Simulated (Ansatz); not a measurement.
# MgO: molecular dynamics (part 2 of 5)

Continued. System: MgO (slab, 24 atoms in the cell). Method: DFT PBEsol, scalar-relativistic, plane waves, PAW, PAW set soft_1, no spin polarisation (Ansatz 0.2.0); cutoff 420 eV, 2×2×1 k-mesh, Fermi–Dirac smearing of 0.02 eV. The structure derives from an entry of the Crystallography Open Database. The input holds or restrains some coordinates. It belongs to a series of runs on one base structure; here: dynamics from the last frame of the run before.

Geometry of the input (Å; fractional positions):
```
5.5013  0.0000  0.0000
2.7506  4.7643  0.0000
0.0000  0.0000  16.6147
Mg 0.0000  0.0000  0.0602
O  0.3333  0.8333  0.1278
Mg 0.0000  0.5000  0.0602
O  0.3333  0.3333  0.1278
Mg 0.5000  0.0000  0.0602
O  0.8333  0.8333  0.1278
Mg 0.5000  0.5000  0.0602
O  0.8333  0.3333  0.1278
Mg 0.7125  0.6477  0.2237
O  1.0234  0.4350  0.2917
Mg 0.6973  0.1562  0.2119
O  1.0090  -0.0232  0.3059
Mg 0.2151  0.6118  0.2372
O  0.5537  0.4976  0.2981
Mg 0.2004  0.1377  0.2025
O  0.5238  0.0196  0.2712
Mg 0.3310  0.1288  0.3644
O  0.4227  0.3244  0.4634
Mg 0.3670  0.9267  0.5197
O  0.6267  0.8158  0.4315
Mg 0.7635  0.3996  0.4016
O  0.0808  0.1770  0.4677
Mg 0.9764  0.7851  0.4114
O  0.2424  0.5979  0.5136
```

## Log, continued
```
md step    57: t =    85.50 fs  T =  1429.9 K  F+E_penalty+E_count = -29686.08227899 eV  E_kin = 2.957304 eV  (19 SCF iters)
md step    58: t =    87.00 fs  T =  1386.9 K  F+E_penalty+E_count = -29686.09011276 eV  E_kin = 2.868297 eV  (19 SCF iters)
md step    59: t =    88.50 fs  T =  1278.7 K  F+E_penalty+E_count = -29686.03412803 eV  E_kin = 2.644527 eV  (19 SCF iters)
md step    60: t =    90.00 fs  T =  1238.5 K  F+E_penalty+E_count = -29685.90252369 eV  E_kin = 2.561462 eV  (29 SCF iters)
md step    61: t =    91.50 fs  T =  1144.4 K  F+E_penalty+E_count = -29685.73257310 eV  E_kin = 2.366890 eV  (18 SCF iters)
md step    62: t =    93.00 fs  T =  1105.4 K  F+E_penalty+E_count = -29685.60521784 eV  E_kin = 2.286080 eV  (18 SCF iters)
md step    63: t =    94.50 fs  T =  1114.9 K  F+E_penalty+E_count = -29685.58856044 eV  E_kin = 2.305762 eV  (17 SCF iters)
md step    64: t =    96.00 fs  T =  1172.5 K  F+E_penalty+E_count = -29685.65881400 eV  E_kin = 2.424943 eV  (16 SCF iters)
md step    65: t =    97.50 fs  T =  1217.6 K  F+E_penalty+E_count = -29685.75226263 eV  E_kin = 2.518180 eV  (18 SCF iters)
md step    66: t =    99.00 fs  T =  1301.6 K  F+E_penalty+E_count = -29685.79708760 eV  E_kin = 2.692012 eV  (18 SCF iters)
md step    67: t =   100.50 fs  T =  1255.3 K  F+E_penalty+E_count = -29685.75193871 eV  E_kin = 2.596089 eV  (18 SCF iters)
md step    68: t =   102.00 fs  T =  1272.2 K  F+E_penalty+E_count = -29685.63383508 eV  E_kin = 2.631071 eV  (16 SCF iters)
md step    69: t =   103.50 fs  T =  1135.8 K  F+E_penalty+E_count = -29685.46850958 eV  E_kin = 2.348955 eV  (15 SCF iters)
md step    70: t =   105.00 fs  T =   987.9 K  F+E_penalty+E_count = -29685.28849281 eV  E_kin = 2.043038 eV  (23 SCF iters)
md step    71: t =   106.50 fs  T =   908.8 K  F+E_penalty+E_count = -29685.10942520 eV  E_kin = 1.879482 eV  (17 SCF iters)
md step    72: t =   108.00 fs  T =   874.7 K  F+E_penalty+E_count = -29684.95494450 eV  E_kin = 1.809012 eV  (15 SCF iters)
md step    73: t =   109.50 fs  T =   872.8 K  F+E_penalty+E_count = -29684.84122588 eV  E_kin = 1.805134 eV  (16 SCF iters)
md step    74: t =   111.00 fs  T =   843.2 K  F+E_penalty+E_count = -29684.79006622 eV  E_kin = 1.743834 eV  (14 SCF iters)
md step    75: t =   112.50 fs  T =   871.8 K  F+E_penalty+E_count = -29684.80036879 eV  E_kin = 1.802947 eV  (14 SCF iters)
md step    76: t =   114.00 fs  T =   911.5 K  F+E_penalty+E_count = -29684.87233022 eV  E_kin = 1.885193 eV  (15 SCF iters)
md step    77: t =   115.50 fs  T =   968.9 K  F+E_penalty+E_count = -29685.00890613 eV  E_kin = 2.003901 eV  (15 SCF iters)
md step    78: t =   117.00 fs  T =  1021.6 K  F+E_penalty+E_count = -29685.18681605 eV  E_kin = 2.112846 eV  (15 SCF iters)
md step    79: t =   118.50 fs  T =  1111.4 K  F+E_penalty+E_count = -29685.38755297 eV  E_kin = 2.298638 eV  (14 SCF iters)
md step    80: t =   120.00 fs  T =  1203.9 K  F+E_penalty+E_count = -29685.56398613 eV  E_kin = 2.489929 eV  (22 SCF iters)
md step    81: t =   121.50 fs  T =  1256.7 K  F+E_penalty+E_count = -29685.68051772 eV  E_kin = 2.598971 eV  (16 SCF iters)
md step    82: t =   123.00 fs  T =  1230.9 K  F+E_penalty+E_count = -29685.71220492 eV  E_kin = 2.545713 eV  (17 SCF iters)
md step    83: t =   124.50 fs  T =  1286.5 K  F+E_penalty+E_count = -29685.68801172 eV  E_kin = 2.660670 eV  (19 SCF iters)
md step    84: t =   126.00 fs  T =  1300.9 K  F+E_penalty+E_count = -29685.66774567 eV  E_kin = 2.690462 eV  (19 SCF iters)
md step    85: t =   127.50 fs  T =  1355.5 K  F+E_penalty+E_count = -29685.69178046 eV  E_kin = 2.803435 eV  (20 SCF iters)
md step    86: t =   129.00 fs  T =  1352.9 K  F+E_penalty+E_count = -29685.78546356 eV  E_kin = 2.798081 eV  (19 SCF iters)
md step    87: t =   130.50 fs  T =  1501.5 K  F+E_penalty+E_count = -29685.93049317 eV  E_kin = 3.105438 eV  (19 SCF iters)
md step    88: t =   132.00 fs  T =  1533.5 K  F+E_penalty+E_count = -29686.06334552 eV  E_kin = 3.171583 eV  (18 SCF iters)
md step    89: t =   133.50 fs  T =  1487.1 K  F+E_penalty+E_count = -29686.14803171 eV  E_kin = 3.075657 eV  (19 SCF iters)
md step    90: t =   135.00 fs  T =  1467.4 K  F+E_penalty+E_count = -29686.17248961 eV  E_kin = 3.034895 eV  (26 SCF iters)
md step    91: t =   136.50 fs  T =  1369.3 K  F+E_penalty+E_count = -29686.14964812 eV  E_kin = 2.831901 eV  (19 SCF iters)
md step    92: t =   138.00 fs  T =  1321.6 K  F+E_penalty+E_count = -29686.10328811 eV  E_kin = 2.733193 eV  (19 SCF iters)
md step    93: t =   139.50 fs  T =  1319.2 K  F+E_penalty+E_count = -29686.05560919 eV  E_kin = 2.728407 eV  (15 SCF iters)
md step    94: t =   141.00 fs  T =  1249.9 K  F+E_penalty+E_count = -29686.02546070 eV  E_kin = 2.585029 eV  (17 SCF iters)
md step    95: t =   142.50 fs  T =  1212.4 K  F+E_penalty+E_count = -29686.00544460 eV  E_kin = 2.507439 eV  (13 SCF iters)
md step    96: t =   144.00 fs  T =  1281.6 K  F+E_penalty+E_count = -29685.97204034 eV  E_kin = 2.650478 eV  (19 SCF iters)
md step    97: t =   145.50 fs  T =  1266.2 K  F+E_penalty+E_count = -29685.94176225 eV  E_kin = 2.618762 eV  (15 SCF iters)
md step    98: t =   147.00 fs  T =  1258.2 K  F+E_penalty+E_count = -29685.92818919 eV  E_kin = 2.602216 eV  (12 SCF iters)
md step    99: t =   148.50 fs  T =  1328.2 K  F+E_penalty+E_count = -29685.92526445 eV  E_kin = 2.746998 eV  (17 SCF iters)
md step   100: t =   150.00 fs  T =  1349.9 K  F+E_penalty+E_count = -29685.93940793 eV  E_kin = 2.791735 eV  (20 SCF iters)
md step   101: t =   151.50 fs  T =  1386.5 K  F+E_penalty+E_count = -29685.97411170 eV  E_kin = 2.867537 eV  (17 SCF iters)
md step   102: t =   153.00 fs  T =  1374.4 K  F+E_penalty+E_count = -29686.02096681 eV  E_kin = 2.842387 eV  (16 SCF iters)
md step   103: t =   154.50 fs  T =  1382.3 K  F+E_penalty+E_count = -29686.07002994 eV  E_kin = 2.858760 eV  (17 SCF iters)
md step   104: t =   156.00 fs  T =  1440.8 K  F+E_penalty+E_count = -29686.13483431 eV  E_kin = 2.979852 eV  (17 SCF iters)
md step   105: t =   157.50 fs  T =  1479.1 K  F+E_penalty+E_count = -29686.20990092 eV  E_kin = 3.059050 eV  (16 SCF iters)
md step   106: t =   159.00 fs  T =  1487.0 K  F+E_penalty+E_count = -29686.26932569 eV  E_kin = 3.075388 eV  (17 SCF iters)
md step   107: t =   160.50 fs  T =  1468.0 K  F+E_penalty+E_count = -29686.30411564 eV  E_kin = 3.036125 eV  (18 SCF iters)
md step   108: t =   162.00 fs  T =  1500.8 K  F+E_penalty+E_count = -29686.32245934 eV  E_kin = 3.103936 eV  (19 SCF iters)
md step   109: t =   163.50 fs  T =  1480.8 K  F+E_penalty+E_count = -29686.34233331 eV  E_kin = 3.062451 eV  (17 SCF iters)
md step   110: t =   165.00 fs  T =  1605.5 K  F+E_penalty+E_count = -29686.35178564 eV  E_kin = 3.320351 eV  (22 SCF iters)
md step   111: t =   166.50 fs  T =  1593.1 K  F+E_penalty+E_count = -29686.32084544 eV  E_kin = 3.294849 eV  (16 SCF iters)
md step   112: t =   168.00 fs  T =  1573.6 K  F+E_penalty+E_count = -29686.25195083 eV  E_kin = 3.254528 eV  (17 SCF iters)
md step   113: t =   169.50 fs  T =  1487.8 K  F+E_penalty+E_count = -29686.14161369 eV  E_kin = 3.077032 eV  (15 SCF iters)
md step   114: t =   171.00 fs  T =  1489.7 K  F+E_penalty+E_count = -29685.98100094 eV  E_kin = 3.080883 eV  (17 SCF iters)
md step   115: t =   172.50 fs  T =  1416.6 K  F+E_penalty+E_count = -29685.77337320 eV  E_kin = 2.929762 eV  (16 SCF iters)
md step   116: t =   174.00 fs  T =  1237.5 K  F+E_penalty+E_count = -29685.52055425 eV  E_kin = 2.559273 eV  (13 SCF iters)
md step   117: t =   175.50 fs  T =  1126.2 K  F+E_penalty+E_count = -29685.24931772 eV  E_kin = 2.329203 eV  (15 SCF iters)
md step   118: t =   177.00 fs  T =  1001.6 K  F+E_penalty+E_count = -29684.99061977 eV  E_kin = 2.071417 eV  (13 SCF iters)
md step   119: t =   178.50 fs  T =   960.8 K  F+E_penalty+E_count = -29684.77425206 eV  E_kin = 1.987073 eV  (12 SCF iters)
md step   120: t =   180.00 fs  T =   911.3 K  F+E_penalty+E_count = -29684.61728847 eV  E_kin = 1.884803 eV  (17 SCF iters)
md step   121: t =   181.50 fs  T =   908.3 K  F+E_penalty+E_count = -29684.53914864 eV  E_kin = 1.878541 eV  (12 SCF iters)
md step   122: t =   183.00 fs  T =   917.2 K  F+E_penalty+E_count = -29684.55797435 eV  E_kin = 1.896823 eV  (11 SCF iters)
md step   123: t =   184.50 fs  T =   987.3 K  F+E_penalty+E_count = -29684.65799033 eV  E_kin = 2.041922 eV  (13 SCF iters)
md step   124: t =   186.00 fs  T =  1045.9 K  F+E_penalty+E_count = -29684.79839739 eV  E_kin = 2.163099 eV  (13 SCF iters)
md step   125: t =   187.50 fs  T =  1085.5 K  F+E_penalty+E_count = -29684.92673546 eV  E_kin = 2.244903 eV  (13 SCF iters)
automatic band count: iteration 1 solves 111 bands in place of 120: the levels show a gap, and the empty bands left out lie too high to hold charge; the band table lists the bands solved (type scf.n_extra_bands for more)
pr
[...]
SCF iter  22: F=—  HF=-29686.992698 eV  |F-HF|=—  |Δ(HF+E_count)|=   2.29e-8  Δρ=1.98e-5  dr2=1.42e-6  ethr=7.43e-10  ⟨swp⟩=1.0  Hψ=427  notcnv=0  defer=68
SCF iter  23: F=—  HF=-29686.992698 eV  |F-HF|=—  |Δ(HF+E_count)|=   2.15e-8  Δρ=9.05e-6  dr2=4.61e-7  ethr=7.40e-10  ⟨swp⟩=1.2  Hψ=413  notcnv=0  defer=68
SCF iter  24: F=—  HF=-29686.992698 eV  |F-HF|=—  |Δ(HF+E_count)|=   1.83e-8  Δρ=6.21e-6  dr2=1.88e-7  ethr=2.40e-10  ⟨swp⟩=2.0  Hψ=503  notcnv=0  defer=68
SCF iter  25: F=—  HF=-29686.992698 eV  |F-HF|=—  |Δ(HF+E_count)|=   1.27e-9  Δρ=7.96e-6  dr2=1.14e-7  ethr=9.77e-11  ⟨swp⟩=2.0  Hψ=556  notcnv=0  defer=68
SCF iter  26: F=—  HF=-29686.992698 eV  |F-HF|=—  |Δ(HF+E_count)|=   1.76e-8  Δρ=3.60e-6  dr2=4.04e-8  ethr=5.94e-11  ⟨swp⟩=1.8  Hψ=415  notcnv=0  defer=68
SCF iter  27: F=-29686.992698 eV  HF=-29686.992698 eV  |F-HF|=9.91e-9  |Δ(HF+E_count)|=   1.12e-8  Δρ=1.82e-6  dr2=1.67e-8  ethr=1.25e-11  ⟨swp⟩=4.0  Hψ=1320  notcnv=0
SCF 261 converged in 27 iterations: F = -29686.992698 eV  dr2 = 1.67e-8
md step   260: t =   390.00 fs  T =  1689.8 K  F+E_penalty+E_count = -29686.99269832 eV  E_kin = 3.494829 eV  (27 SCF iters)
```

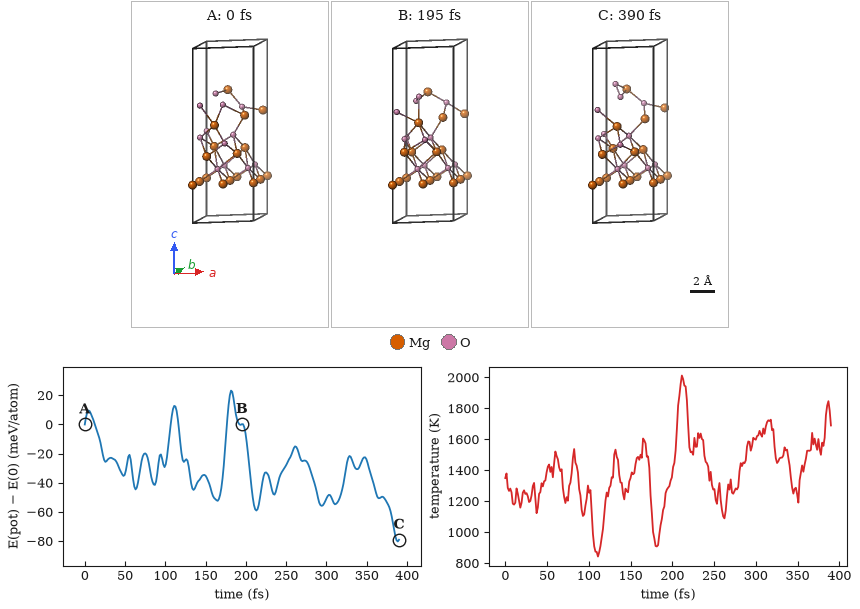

Frames of the molecular dynamics (ball-and-stick, simulation cell, with the vacuum cut short, seen slightly off an axis) above the curves, on which the letters mark them. The trajectory kept here has 261 frames over 390 fs. The temperature starts at 1350 K, ranges from 843 to 2012 K and averages 1502 K over the second half. The potential energy ends 79.0 meV/atom below its first value. With the common drift removed, the root-mean-square displacement is 0.95 Å, and O18 has moved furthest (2.30 Å).

```
SCF converged after 27 iterations
Free energy (F): -29686.992698 eV
Harris-Foulkes:  -29686.992698 eV  (|F-HF|=9.91e-9)
Internal energy: -29686.943049 eV  (E = F + TS)
E sigma→0 (E₀):  -29686.967874 eV
Entropy (-TS):   -0.049649 eV (-2.069 meV/atom)
Fermi energy:    2.480713 eV
--- Per-component energies (eV) ---
  E_band       = -4827.707988
  E_kinetic    = 2918.114064
  E_local      = -102766.837954  (includes V_loc(G=0)·N_el)
  E_nonlocal   = 2978.903333
  E_hartree    = 47285.864305
  E_xc         = -1186.882395
  E_vxc        = -1528.281960  (∫ρ·V_xc dr)
  E_paw        = -5349.947688  (= ΣΔE_a)
  E_vpaw       = -1001.331376  (= ΣTr[D̂ρ^β])
  E_aug_tail   = 0.006770  (compensation charges beyond the density's cutoff)
  E_ewald      = 26432.706712
  E_core_change = 1.129803  (= ΣΔE_core)
  E_smearing   = -0.049649  (= −TS)
  E_closure    = 0.000000  (closes the sum)
  Σ components = -29686.992698   (vs F -29686.992698, Δ=0.00e0)
--- Forces (eV/Å), atoms counted from 1 ---
  atom   1  Mg    -0.11266076    -0.11733617    -0.25651515
  atom   2  O     -0.29096753     0.00601147     0.47550922
  atom   3  Mg     0.15883466     0.05991305    -0.10820573
  atom   4  O      0.07015127     0.62715930    -0.24075538
  atom   5  Mg     0.01930110     0.11287348     0.04763022
  atom   6  O      0.58881583     0.24008002    -0.29825033
  atom   7  Mg    -0.07356368     0.06952524    -0.26283535
  atom   8  O     -0.40989716     0.54432998     0.65215707
  atom   9  Mg    -0.88728718     0.40621321    -0.33975390
  atom  10  O      1.39008396    -0.69109784    -1.17023982
  atom  11  Mg    -1.39494025    -1.77286199    -0.23063809
  atom  12  O      0.33181594    -0.61408386     0.05334877
  atom  13  Mg    -2.56195549     0.23688827    -0.02518332
  atom  14  O      1.08815395    -0.46614486     0.74294021
  atom  15  Mg     1.25781038     1.37393085     0.04055945
  atom  16  O      1.92635731    -0.41856048     1.79821715
  atom  17  Mg    -0.60668898     0.72455586     0.67696825
  atom  18  O     -0.04342527    -1.07193914    -2.07616931
  atom  19  Mg     0.77670468     0.69946015    -0.94552396
  atom  20  O      0.04187761     0.00083175    -0.86500817
  atom  21  Mg    -0.57497578     0.72669703     0.21894718
  atom  22  O      0.32444047    -1.13481738     0.29797447
  atom  23  Mg    -0.35743375    -0.13122958    -0.39064703
  atom  24  O     -0.66053616     0.58957705     2.20540362
  max |Σ_I F_I| component: 6.99e-5 eV/Å
--- MD trajectory: 260 steps, t = 0.0 → 390.0 fs ---
  final state: T = 1689.8 K   F+E_penalty+E_count = -29686.99269832 eV   E_kin = 3.494829 eV
```

## Trajectory as extended XYZ (Å, eV, eV/Å), 33 of the 261 frames kept, from step=0 to step=260
```
24
Lattice="5.5013 0.0000 0.0000 2.7506 4.7643 0.0000 0.0000 0.0000 16.6147" Properties=species:S:1:pos:R:3:forces:R:3 step=0 time_fs=0.0 energy=-29685.09600 temperature=1350.0
Mg    0.0000    0.0000    1.0000   -0.0991  -0.3057  -0.4343
O     4.1260    3.9702    2.1229   -0.1499  -0.7258   0.2523
Mg    1.3753    2.3821    1.0000    0.0880   0.2606  -0.2621
O     2.7506    1.5881    2.1229    0.3312   0.3325   0.6351
Mg    2.7506    0.0000    1.0000    0.1791  -0.2016  -0.4427
O     6.8766    3.9702    2.1229    0.3001  -0.2687   0.5009
Mg    4.1260    2.3821    1.0000   -0.0761   0.1884  -0.1254
O     5.5013    1.5881    2.1229    0.3031  -0.1767   1.2265
Mg    5.7009    3.0856    3.7165   -0.6499   1.0461  -0.0577
O     6.8264    2.0725    4.8461    1.7760   0.3956   0.1721
Mg    4.2657    0.7442    3.5209    1.4447   0.2573   0.4577
O     5.4869   -0.1104    5.0819    0.4694  -0.8079  -0.7937
Mg    2.8661    2.9148    3.9406   -0.0168   1.1810   0.7471
O     4.4149    2.3707    4.9532   -1.5657  -0.4938  -1.0918
Mg    1.4811    0.6561    3.3639   -0.5405   0.3329   1.6435
O     2.9352    0.0933    4.5055   -1.0309  -1.5267  -1.3454
Mg    2.1753    0.6136    6.0541   -0.8877  -0.1111   1.4547
O     3.2176    1.5456    7.6985    0.7515   2.1511   1.3339
Mg    4.5680    4.4152    8.6344    1.3306  -2.3132   0.3252
O     5.6914    3.8865    7.1697   -0.0876  -1.2568   0.4875
Mg    5.2992    1.9038    6.6728   -0.9720   1.1803  -0.7720
O     0.9312    0.8434    7.7705   -2.7969   1.5677  -2.0003
Mg    7.5308    3.7402    6.8350    1.2321  -0.0023  -0.1753
O     2.9778    2.8485    8.5334    0.6673  -0.7031  -1.7359
24
Lattice="5.5013 0.0000 0.0000 2.7506 4.7643 0.0000 0.0000 0.0000 16.6147" Properties=species:S:1:pos:R:3:forces:R:3 step=8 time_fs=12.0 energy=-29685.07634 temperature=1190.9
Mg    0.0000    0.0000    1.0000   -0.1257  -0.2724  -0.2039
O     4.1260    3.9702    2.1229   -0.2121  -0.3181   0.2115
Mg    1.3753    2.3821    1.0000    0.0480   0.2444  -0.1467
O     2.7506    1.5881    2.1229    0.1248   0.4550   0.3451
Mg    2.7506    0.0000    1.0000    0.2150  -0.1500   0.0356
O     6.8766    3.9702    2.1229    0.4362  -0.3073   0.5936
Mg    4.1260    2.3821    1.0000   -0.0723   0.1480   0.0918
O     5.5013    1.5881    2.1229    0.6466   0.0363   1.0327
Mg    5.6974    3.0801    3.7763   -1.3763   2.5500  -0.7342
O     6.7888    2.0310    4.8327    1.8566   1.5793   1.2358
Mg    4.4354    0.8684    3.6078   -1.9568  -1.9668   0.3619
O     5.4848    0.0391    5.0656    0.4576  -2.3938  -0.0743
Mg    2.7662    2.9208    3.8709    0.7751   1.5581   0.4054
O     4.2854    2.2982    4.8177   -0.6904   1.4088   0.6390
Mg    1.4649    0.7149    3.3969    0.4188  -1.2106   0.7210
O     2.9214    0.1239    4.5075   -0.1178  -1.6348  -0.9098
Mg    2.1856    0.6278    6.1493   -0.2121  -0.4627   0.1039
O     3.2087    1.6292    7.9160    1.1710   0.0582  -0.0699
Mg    4.6142    4.4433    8.7693    0.3074  -0.8053  -0.9172
O     5.7118    3.8898    7.3065    0.3351  -0.9804  -0.1752
Mg    5.3541    2.0508    6.5657   -1.0204  -0.2834  -0.7598
O     0.9714    0.8795    7.7378   -2.2444   0.8937  -1.1010
Mg    7.5385    3.7073    6.8837    1.5941   0.9050  -0.3900
O     3.1758    2.9065    8.5155   -0.3581   0.9488  -0.2952
24
Lattice="5.5013 0.0000 0.0000 2.7506 4.7643 0.0000 0.0000 0.0000 16.6147" Properties=species:S:1:pos:R:3:forces:R:3 step=16 time_fs=24.0 energy=-29685.67787 temperature=1247.4
Mg    0.0000    0.0000    1.0000   -0.1044  -0.1687   0.1853
O     4.1260    3.9702    2.1229   -0.1879  -0.1426  -0.0014
Mg    1.3753    2.3821    1.0000    0.0120   0.1325   0.2687
O     2.7506    1.5881    2.1229   -0.1437   0.3416  -0.0319
Mg    2.7506    0.0000    1.0000    0.1821  -0.0567   0.4665
O     6.8766    3.9702    2.1229    0.4399  -0.3180   0.3132
Mg    4.1260    2.3821    1.0000   -0.0593   0.0709   0.4912
O     5.5013    1.5881    2.1229    0.5654  -0.0331   1.1099
Mg    5.6180    3.1844    3.7784   -0.6394  -0.8993  -1.3956
O     6.8450    2.1296    4.9156   -0.2152   0.9022   0.5703
Mg    4.4696    0.8935    3.6939   -2.4908  -1.8624  -0.1276
O     5.5068   -0.0382    5.0465    0.5712  -0.8931  -0.2436
Mg    2.6914    3.0097    3.8647   -0.0633   1.5548  -0.7673
O     4.1119    2.3716    4.7299    2.1180   0.5063   1.8951
Mg    1.4519    0.6943    3.4823    0.1281  -0.1665   0.1231
O     2.8949    0.0476    4.4508    0.0612   1.0286   1.6417
Mg    2.1573    0.6193    6.2402    0.2872  -0.4976  -1.0946
O     3.3399    1.7003    8.0830    0.2237  -1.8362  -0.7640
Mg    4.6533    4.4125    8.8045   -0.5467   0.9674  -1.5310
O     5.7890    3.8411    7.4188    0.1583   0.2181  -0.8045
Mg    5.3323    2.1884    6.4167   -0.6979  -0.8455  -0.3945
O     0.7951    0.9556    7.6368    0.1209  -0.9549   0.4307
Mg    7.6237    3.6853    6.9062    0.9637   1.3553  -0.7132
O     3.3188    3.0088    8.4368   -0.6829   1.5971   0.3737
```
